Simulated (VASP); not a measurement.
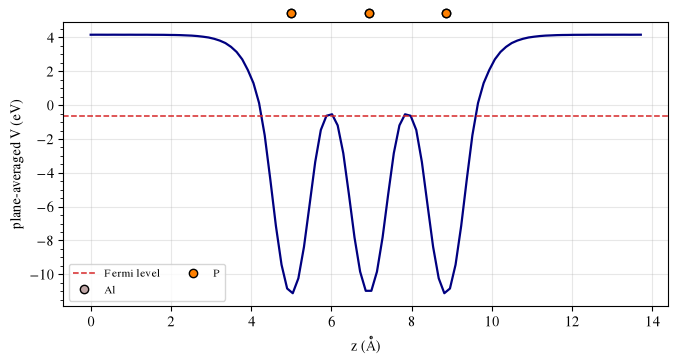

Figure. AlP (slab). Plane average of the electrostatic potential (local pseudopotential plus Hartree) felt by an electron across the slab. Circles mark the heights of the atoms.

Not relaxed (largest force 2.0 eV/Å).

All numbers below come from Kohn-Sham DFT of a periodic cell, LDA, VASP PAW LDA potentials, recommended (VASP).

```
Al P
1.0
     5.45100    0.00000    0.00000
     0.00000    3.85444    0.00000
     0.00000    0.00000   13.85444
Al P
3 3
Direct
  0.50000 0.50000 0.36090
  0.00000 0.00000 0.50000
  0.50000 0.50000 0.63910
  0.75000 0.00000 0.36090
  0.25000 0.50000 0.50000
  0.75000 0.00000 0.63910
```

How far above the Fermi level of the calculation is the vacuum level?

4.8 eV.

How thick is the slab, and how wide the vacuum?

The outermost nuclei are 3.9 Å apart, in 3 atomic planes; the vacuum between periodic images is 10.0 Å wide.
